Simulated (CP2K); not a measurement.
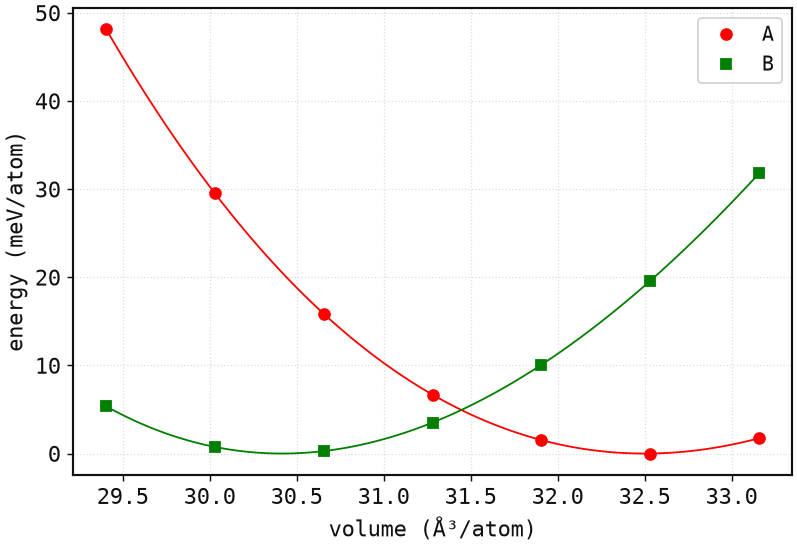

The figure shows the energy against volume, with one curve for each functional, for SnTe (space group Fm-3m). The labels are replaced by letters. In alphabetical order the cases are: LDA; PBEsol.

How it was computed, with CP2K 2026.2: DFT in Gaussian orbitals with a plane-wave density, no spin polarisation; energies at scaled volumes of the given cell, shape and fractions fixed, counted from the fit's minimum, third-order Birch-Murnaghan fit. All runs: no spin polarisation.

```csv
setting,value
k mesh,7×7×7
occupations,Fermi–Dirac
density cutoff,6123 eV
```

Which letter stands for which functional?

Answer. A: PBEsol; B: LDA.
